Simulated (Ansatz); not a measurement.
Se (Pm-3n, No. 223): coordinates from a relaxation with Ansatz, DFT, RPBE, plane waves (420 eV) with PAW, scalar-relativistic; the starting structure was generated, so it need not be a known form of this composition.

```xyz
8
Lattice="5.5600 0.0000 0.0000 0.0000 5.5600 0.0000 0.0000 0.0000 5.5600" Properties=species:S:1:pos:R:3 pbc="T T T"
Se    0.0000    0.0000    0.0000
Se    2.7800    2.7800    2.7800
Se    1.3900    0.0000    2.7800
Se    4.1700    0.0000    2.7800
Se    2.7800    1.3900    0.0000
Se    2.7800    4.1700    0.0000
Se    0.0000    2.7800    1.3900
Se    0.0000    2.7800    4.1700
```

**What will a map of the projected electrostatic potential along [111] show? Computed as the sum of neutral-atom potentials (tabulated electron scattering factors, B = 0.5 Å²) projected along the beam and smoothed by 0.25 Å; brighter is more positive. The display is stretched by a gamma of 0.7; percentages refer to the linear signal.**

The columns repeat on a hexagonal net with a repeat of 4.54 Å (plane group p6mm). The brightest columns hold 2 Se per repeat; in falling brightness follow 1 Se (about 50 %). Brightness is counted from the darkest point of the image. The shortest distance between visible columns is 1.13 Å in projection (between Se columns). Along the beam the structure repeats every 9.63 Å.

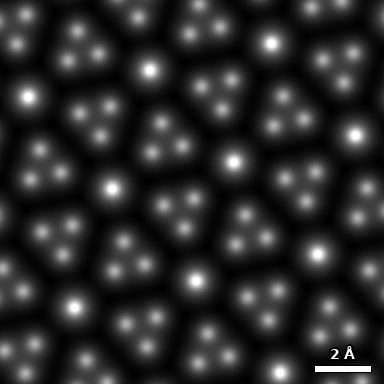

The simulated image.

**What mean inner potential do neutral atoms give for this crystal?**

About 16 V (the sum of the forward scattering factors over the cell volume; bonding usually lowers the true value).
